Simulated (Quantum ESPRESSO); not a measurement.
**How a distortion at fixed volume moves the moments of NiO**

Aim: follow moments and order energies of NiO with a distortion at fixed volume.

Program: Quantum ESPRESSO 7.5. Level of theory: PBE with U = 3.6 eV on Ni d (ortho-atomic projectors); plane waves with GBRV 1.5 PBE potentials, no spin-orbit coupling. Results are calculated unless marked as measured.

## 1. Set-up

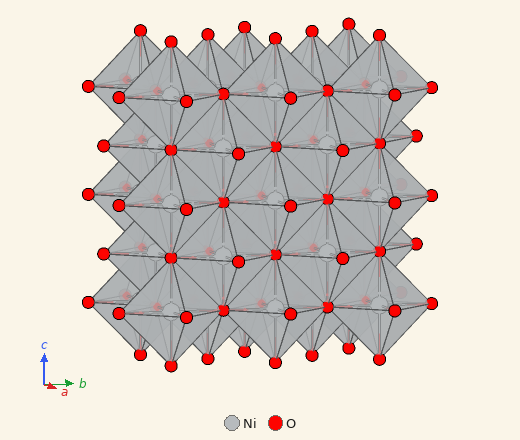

Start, viewed slightly off an axis; nickel light grey, oxygen red. 1×2×2 cells are drawn. This picture shows the conventional cell, with its axes. Some periodic images of atoms are drawn too.

The cell comes from the Crystallography Open Database.

## 2. Factor along z 0.92, ferro +

Lengths along Cartesian z scale by the factor and those normal to it by its inverse root. Atoms keep their fractional places. Seeded atoms are those given a starting moment.

pw.in

```
&CONTROL
  calculation = 'scf'
  prefix = 'pwscf'
  outdir = './tmp'
  pseudo_dir = './pseudo'
  disk_io = 'nowf'
  tprnfor = .true.
  tstress = .true.
/
&SYSTEM
  ibrav = 0
  celldm(1) = 8
  nat = 2
  ntyp = 2
  ecutwfc = 40
  ecutrho = 280
  nbnd = 20
  occupations = 'smearing'
  smearing = 'fd'
  degauss = 0.00999582
  nspin = 2
  starting_magnetization(1) = 0.1111
  starting_magnetization(2) = 0
/
&ELECTRONS
  conv_thr = 4d-09
  electron_maxstep = 150
  mixing_beta = 0.3
/
ATOMIC_SPECIES
Ni     58.6934 ni_pbe_v1.4.uspp.F.UPF
O      15.9990 o_pbe_v1.2.uspp.F.UPF
CELL_PARAMETERS alat
   0.0000000000000    0.5136990850804    0.4533050248931
   0.5136990850804    0.0000000000000    0.4533050248931
   0.5136990850804    0.5136990850804    0.0000000000000
ATOMIC_POSITIONS crystal
Ni      0.0000000000    0.0000000000    0.0000000000
O       0.5000000000    0.5000000000    0.5000000000
K_POINTS automatic
8 8 8 0 0 0
HUBBARD {ortho-atomic}
U Ni-3d 3.6000
```

Launch:

```console
> OMP_NUM_THREADS=1 mpirun -n 2 pw.x -nk 2 -in pw.in > pw.out
```

The program printed:

```text
Program PWSCF v.7.5 starts

     Message from routine setup:
     using ibrav=0 with symmetry is DISCOURAGED, use correct ibrav instead

     K-points division:     npool     =       2
     Subspace diagonalization in iterative solution of the eigenvalue problem:

     bravais-lattice index     =            0
     lattice parameter (alat)  =       8.0000  a.u.
     unit-cell volume          =     122.4921 (a.u.)^3
     number of atoms/cell      =            2
     number of atomic types    =            2
     number of electrons       =        24.00
     number of Kohn-Sham states=           20
     kinetic-energy cutoff     =      40.0000  Ry
     charge density cutoff     =     280.0000  Ry
     scf convergence threshold =      4.0E-09
     mixing beta               =       0.3000
     number of iterations used =            8  plain     mixing
     Exchange-correlation= SLA  PW   PBE  PBE
                           (   1   4   3   4   0   0   0)
     Hubbard projectors: ortho-atomic
     Hubbard parameters of DFT+U (Dudarev formulation) in eV:
     U(Ni-3d) =  3.6000

     Internal variables: lda_plus_u =T, lda_plus_u_kind = 0

     Internal variables: orbital_resolved =F, hub_pot_fix =F, apply_U = F

     celldm(1)=   8.000000  celldm(2)=   0.000000  celldm(3)=   0.000000
     celldm(4)=   0.000000  celldm(5)=   0.000000  celldm(6)=   0.000000

     crystal axes: (cart. coord. in units of alat)
               a(1) = (   0.000000   0.513699   0.453305 )
               a(2) = (   0.513699   0.000000   0.453305 )
               a(3) = (   0.513699   0.513699   0.000000 )

     reciprocal axes: (cart. coord. in units 2 pi/alat)
               b(1) = ( -0.973332  0.973332  1.103010 )
               b(2) = (  0.973332 -0.973332  1.103010 )
               b(3) = (  0.973332  0.973332 -1.103010 )

     PseudoPot. # 1 for Ni read from file:
     ni_pbe_v1.4.uspp.F.UPF
     Pseudo is Ultrasoft + core correction, Zval = 18.0

     PseudoPot. # 2 for O  read from file:
     o_pbe_v1.2.uspp.F.UPF
     Pseudo is Ultrasoft + core correction, Zval =  6.0

     atomic species   valence    mass     pseudopotential
     Ni               18.00    58.69340     Ni( 1.00)
     O                 6.00    15.99900     O ( 1.00)

     Starting magnetic structure
     atomic species   magnetization
     Ni              0.111
     O               0.000

     16 Sym. Ops., with inversion, found

   Cartesian axes

     site n.     atom                  positions (alat units)
         1        Ni     tau(   1) = (   0.0000000   0.0000000   0.0000000  )
         2        O      tau(   2) = (   0.5136991   0.5136991   0.4533050  )

     number of k points=    59  Fermi-Dirac smearing, width (Ry)=  0.0100
                       cart. coord. in units 2pi/alat
        k(    1) = (   0.0000000   0.0000000   0.0000000), wk =   0.0019531
        k(    2) = (   0.1216666   0.1216666  -0.1378763), wk =   0.0156250
        k(    3) = (   0.2433331   0.2433331  -0.2757525), wk =   0.0156250
        k(    4) = (   0.3649997   0.3649997  -0.4136288), wk =   0.0156250
        k(    5) = (  -0.4866662  -0.4866662   0.5515050), wk =   0.0078125
        [... 54 further k-points ...]

     Dense  grid:     9719 G-vectors     FFT dimensions: (  30,  30,  32)

     Smooth grid:     4131 G-vectors     FFT dimensions: (  24,  24,  24)

     Check: negative core charge=   -0.000015
     Generating pointlists ...
     new r_m :   0.1870 (alat units)  1.4959 (a.u.) for type    1
     new r_m :   0.1870 (alat units)  1.4959 (a.u.) for type    2

     Initial potential from superposition of free atoms

     starting charge      22.0000, renormalised to      24.0000

     STARTING HUBBARD OCCUPATIONS:

     =================== HUBBARD OCCUPATIONS ===================
     ------------------------ ATOM    1 ------------------------
     Tr[ns(  1)] (up, down, total) =   5.00000  3.00000  8.00000
     Atomic magnetic moment for atom   1 =   2.00000
     [... lines left out ...]
     Number of occupied Hubbard levels =    8.0000

     Atomic wfc used for Hubbard projectors are orthogonalized

     Starting wfcs are   17 randomized atomic wfcs +    3 random wfcs

     Self-consistent Calculation

     iteration #  1     ecut=    40.00 Ry     beta= 0.30
     Davidson diagonalization with overlap
     ethr =  1.00E-02,  avg # of iterations =  6.1

     =================== HUBBARD OCCUPATIONS ===================
     ------------------------ ATOM    1 ------------------------
     Tr[ns(  1)] (up, down, total) =   2.81410  0.95397  3.76807
     Atomic magnetic moment for atom   1 =   1.86013
     [... lines left out ...]
     Number of occupied Hubbard levels =    3.7681

     total energy              =    -366.85614796 Ry
     estimated scf accuracy    <      29.55939732 Ry

     total magnetization       =     2.06 Bohr mag/cell
     absolute magnetization    =     2.08 Bohr mag/cell

     iteration #  2     ecut=    40.00 Ry     beta= 0.30
     Davidson diagonalization with overlap
     ethr =  1.00E-02,  avg # of iterations =  3.0

     total energy              =    -374.02977689 Ry
     estimated scf accuracy    <      11.43546047 Ry

     total magnetization       =     0.12 Bohr mag/cell
     absolute magnetization    =     0.13 Bohr mag/cell

     [... further iterations left out ...]

     iteration # 13     ecut=    40.00 Ry     beta= 0.30
     Davidson diagonalization with overlap
     ethr =  9.20E-11,  avg # of iterations =  1.4

     total energy              =    -375.42987248 Ry
     estimated scf accuracy    <          7.7E-09 Ry

     total magnetization       =     1.98 Bohr mag/cell
     absolute magnetization    =     2.00 Bohr mag/cell

     iteration # 14     ecut=    40.00 Ry     beta= 0.30
     Davidson diagonalization with overlap
     ethr =  3.19E-11,  avg # of iterations =  1.3

     Magnetic moment per site  (integrated on atomic sphere of radius R)
     atom   1 (R=0.187)  charge= 15.2458  magn=  1.6219
     atom   2 (R=0.187)  charge=  5.3316  magn=  0.2567

     End of self-consistent calculation

     =================== HUBBARD OCCUPATIONS ===================
     ------------------------ ATOM    1 ------------------------
     Tr[ns(  1)] (up, down, total) =   4.96196  3.29092  8.25288
     Atomic magnetic moment for atom   1 =   1.67104
     [... lines left out ...]
     Number of occupied Hubbard levels =    8.2529

     Number of k-points >= 100: set verbosity='high' to print the bands.

     the Fermi energy is    14.4988 ev

!    total energy              =    -375.42987405 Ry
     estimated scf accuracy    <          2.6E-10 Ry
     smearing contrib. (-TS)   =      -0.00048197 Ry
     internal energy E=F+TS    =    -375.42939209 Ry

     The total energy is F=E-TS. E is the sum of the following terms:
     one-electron contribution =    -217.61780767 Ry
     hartree contribution      =     123.51758194 Ry
     xc contribution           =     -42.98042323 Ry
     ewald contribution        =    -238.39503086 Ry
     Hubbard energy            =       0.04628773 Ry

     total magnetization       =     1.98 Bohr mag/cell
     absolute magnetization    =     2.00 Bohr mag/cell

     convergence has been achieved in  14 iterations

     Forces acting on atoms (cartesian axes, Ry/au):

     atom    1 type  1   force =     0.00000000    0.00000000    0.00000000
     atom    2 type  2   force =     0.00000000    0.00000000    0.00000000

     Total force =     0.000000     Total SCF correction =     0.000000

     Computing stress (Cartesian axis) and pressure

          total   stress  (Ry/bohr**3)                   (kbar)     P=      158.91
   0.00009501  -0.00000000   0.00000000           13.98       -0.00        0.00
  -0.00000000   0.00009501  -0.00000000           -0.00       13.98       -0.00
  -0.00000000  -0.00000000   0.00305070           -0.00       -0.00      448.77

=------------------------------------------------------------------------------=
   JOB DONE.
=------------------------------------------------------------------------------=
```

Run time: 14 s. Hardware: 2 MPI ranks of Arm Neoverse V2, shared host; peak memory 0.16 GiB; 28 s of CPU time.

Spin moment in the atom's sphere by atom:

```tsv
atom	spin moment in the atom's sphere (μB)
Ni1	1.62
O2	0.26
```

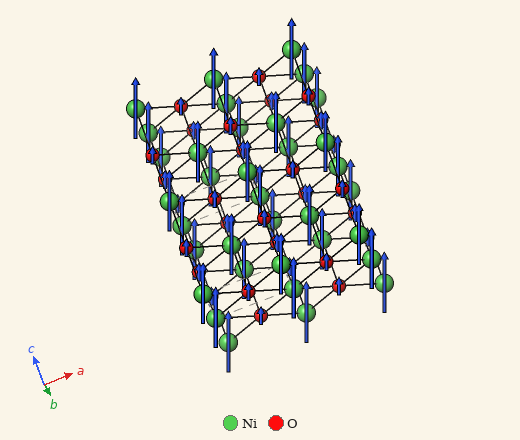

Spin moment in the atom's sphere as arrows, the longest 1.62 μB. Up and down stand for the sign. Arrows give size and sign along the axis of quantisation, drawn up and down the page. Each arrow also spans its atom, so small moments look longer than they are. 2×2×2 conventional cells are drawn. Some periodic images of atoms are drawn too.

Read from the output:

```
smearing term TS       : 0.006557 eV
pressure               : 15.89 GPa
magnetization          : 1.985 μB
absolute magnetization : 1.998 μB
final state            : ferromagnetic
```

## 3. Factor along z 0.92, antiferro q=(0,1/2,1/2) +-

The wavevector q is in fractions of the reciprocal vectors of the crystal's primitive cell, as the cells of these inputs are built from it; moments change sign between cells as cos(2π q·R).

pw.in

```
&CONTROL
  calculation = 'scf'
  prefix = 'pwscf'
  outdir = './tmp'
  pseudo_dir = './pseudo'
  disk_io = 'nowf'
  tprnfor = .true.
  tstress = .true.
/
&SYSTEM
  ibrav = 0
  celldm(1) = 8
  nat = 4
  ntyp = 3
  ecutwfc = 40
  ecutrho = 280
  nbnd = 33
  occupations = 'smearing'
  smearing = 'fd'
  degauss = 0.00999582
  nspin = 2
  starting_magnetization(1) = 0.1111
  starting_magnetization(2) = -0.1111
  starting_magnetization(3) = 0
/
&ELECTRONS
  conv_thr = 8d-09
  electron_maxstep = 150
  mixing_beta = 0.3
/
ATOMIC_SPECIES
Ni1    58.6934 ni_pbe_v1.4.uspp.F.UPF
Ni2    58.6934 ni_pbe_v1.4.uspp.F.UPF
O      15.9990 o_pbe_v1.2.uspp.F.UPF
CELL_PARAMETERS alat
   0.0000000000000    0.5136990850804    0.4533050248931
   1.0273981701584    0.0000000000000    0.9066100497862
   1.0273981701584    0.5136990850804    0.4533050248931
ATOMIC_POSITIONS crystal
Ni1     0.0000000000    0.0000000000    0.0000000000
Ni2     0.0000000000    0.5000000000    0.0000000000
O       0.5000000000    0.0000000000    0.5000000000
O       0.5000000000    0.5000000000    0.5000000000
K_POINTS automatic
8 4 8 0 0 0
HUBBARD {ortho-atomic}
U Ni1-3d 3.6000
U Ni2-3d 3.6000
```

The program printed:

```text
     [... lines left out ...]
Program PWSCF v.7.5 starts
     [... lines left out ...]
     number of atoms/cell      =            4
     [... lines left out ...]
     number of electrons       =        48.00
     number of Kohn-Sham states=           33
     kinetic-energy cutoff     =      40.0000  Ry
     charge density cutoff     =     280.0000  Ry
     scf convergence threshold =      8.0E-09
     [... lines left out ...]
      8 Sym. Ops., with inversion, found
     [... lines left out ...]
     number of k points=    55  Fermi-Dirac smearing, width (Ry)=  0.0100
     [... lines left out ...]
     iteration # 15     ecut=    40.00 Ry     beta= 0.30
     [... lines left out ...]
     Magnetic moment per site  (integrated on atomic sphere of radius R)
     atom   1 (R=0.187)  charge= 15.2407  magn=  1.6310
     atom   2 (R=0.187)  charge= 15.2407  magn= -1.6310
     atom   3 (R=0.187)  charge=  5.3340  magn= -0.0727
     atom   4 (R=0.187)  charge=  5.3340  magn=  0.0727
     [... lines left out ...]
     Tr[ns(  1)] (up, down, total) =   4.96093  3.28234  8.24326
     [... lines left out ...]
     Tr[ns(  2)] (up, down, total) =   3.28234  4.96093  8.24327
     [... lines left out ...]
     the Fermi energy is    14.6261 ev
!    total energy              =    -750.85695329 Ry
     estimated scf accuracy    <          8.9E-10 Ry
     smearing contrib. (-TS)   =      -0.00093262 Ry
     [... lines left out ...]
     total magnetization       =     0.00 Bohr mag/cell
     absolute magnetization    =     3.74 Bohr mag/cell
     convergence has been achieved in  15 iterations
     [... lines left out ...]
     Total force =     0.000000     Total SCF correction =     0.000000
     [... lines left out ...]
          total   stress  (Ry/bohr**3)                   (kbar)     P=      161.20
     [... lines left out ...]
```

The job ended after 72 s (2 MPI ranks; peak memory 0.27 GiB; 2.4 min of CPU time).

Spin moment in the atom's sphere by atom:

```tsv
atom	spin moment in the atom's sphere (μB)
Ni1	1.63
Ni2	-1.63
O3	-0.07
O4	0.07
```

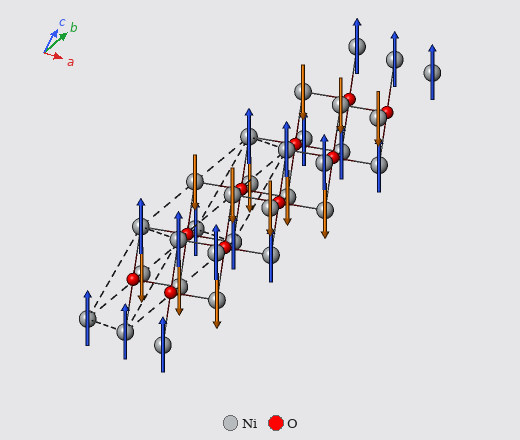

Spin moment in the atom's sphere as arrows, the longest 1.63 μB. Up and down stand for the sign. Arrows give size and sign along the axis of quantisation, drawn up and down the page. The two directions have two colours. Bonds to atoms that aren't drawn are left out. 2×2×1 cells are drawn. Some periodic images of atoms are drawn too.

This step gave:

| Property | Result |
| --- | --- |
| smearing term TS | 0.01269 eV |
| pressure | 16.12 GPa |
| magnetization | 0 μB |
| absolute magnetization | 3.736 μB |
| final state | antiferromagnetic |

## 4. Factor along z 0.92, no spin polarisation

pw.in

```
&CONTROL
  calculation = 'scf'
  prefix = 'pwscf'
  outdir = './tmp'
  pseudo_dir = './pseudo'
  disk_io = 'nowf'
  tprnfor = .true.
  tstress = .true.
/
&SYSTEM
  ibrav = 0
  celldm(1) = 8
  nat = 2
  ntyp = 2
  ecutwfc = 40
  ecutrho = 280
  nbnd = 19
  occupations = 'smearing'
  smearing = 'fd'
  degauss = 0.00999582
/
&ELECTRONS
  conv_thr = 4d-09
  electron_maxstep = 150
  mixing_beta = 0.3
/
ATOMIC_SPECIES
Ni     58.6934 ni_pbe_v1.4.uspp.F.UPF
O      15.9990 o_pbe_v1.2.uspp.F.UPF
CELL_PARAMETERS alat
   0.0000000000000    0.5136990850804    0.4533050248931
   0.5136990850804    0.0000000000000    0.4533050248931
   0.5136990850804    0.5136990850804    0.0000000000000
ATOMIC_POSITIONS crystal
Ni      0.0000000000    0.0000000000    0.0000000000
O       0.5000000000    0.5000000000    0.5000000000
K_POINTS automatic
8 8 8 0 0 0
HUBBARD {ortho-atomic}
U Ni-3d 3.6000
```

The program printed:

```text
     [... lines left out ...]
Program PWSCF v.7.5 starts
     [... lines left out ...]
     number of atoms/cell      =            2
     [... lines left out ...]
     number of electrons       =        24.00
     number of Kohn-Sham states=           19
     kinetic-energy cutoff     =      40.0000  Ry
     charge density cutoff     =     280.0000  Ry
     scf convergence threshold =      4.0E-09
     [... lines left out ...]
     16 Sym. Ops., with inversion, found
     [... lines left out ...]
     number of k points=    59  Fermi-Dirac smearing, width (Ry)=  0.0100
     [... lines left out ...]
     iteration # 13     ecut=    40.00 Ry     beta= 0.30
     [... lines left out ...]
     Tr[ns(  1)] =   8.49679
     [... lines left out ...]
     the Fermi energy is    14.0631 ev
!    total energy              =    -375.36430937 Ry
     estimated scf accuracy    <          5.6E-10 Ry
     smearing contrib. (-TS)   =      -0.00776122 Ry
     [... lines left out ...]
     convergence has been achieved in  13 iterations
     [... lines left out ...]
     Total force =     0.000000     Total SCF correction =     0.000000
     [... lines left out ...]
          total   stress  (Ry/bohr**3)                   (kbar)     P=        7.90
     [... lines left out ...]
```

Run time: 7.2 s. Hardware: 2 MPI ranks; peak memory 0.14 GiB.

Read from the output:

```yaml
smearing_term_ts: 0.1056 eV
pressure: 0.7896 GPa
final_state: non-magnetic (no spin polarisation)
```

(Continued in part 2 of 2.)

[Logs and program files are shortened in this print: banners, set-up blocks, solver, clock and traceback lines can be left out without a mark of their own.]

[Logs are printed without paths, hosts, clocks, repeated set-up lines and the standing remarks that a program may print on its own settings, such as how far it seeks lower states.]

[Hosts, paths, dates, database ids (printed as entryN), source tags and the programs' standing remarks are cut or masked in the printed files.]

[Where a cell is said to come from a database of computed structures, the database is the Materials Project.]
